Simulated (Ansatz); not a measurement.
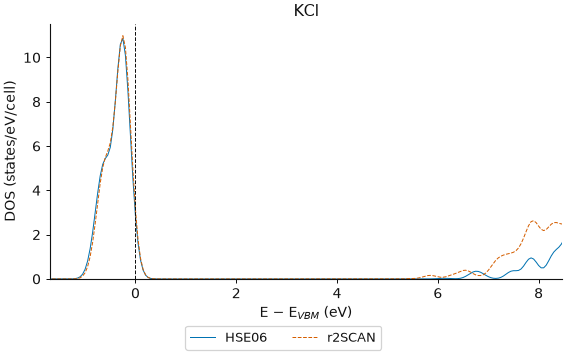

Total densities of states of KCl, space group Fm-3m (No. 225), 2 atoms in the cell, rocksalt type, hydrostatic strain +3.7%, by two methods on the same cell. The curves are built from the levels of the k mesh with Gaussians 0.3 eV wide, which also blur the band edges. Each is counted from its own valence-band top.

### What changes from one method to the other?

HSE06 gives a gap of 6.12 eV and r2SCAN gives a gap of 5.47 eV.

Settings. HSE06: DFT, HSE06, plane waves, PAW, no spin polarisation, 6×6×6 k mesh, 420 eV cutoff (Ansatz). r2SCAN: DFT, r2SCAN, plane waves, PAW, no spin polarisation, 8×8×8 k mesh, 500 eV cutoff (Ansatz 0.2.0).
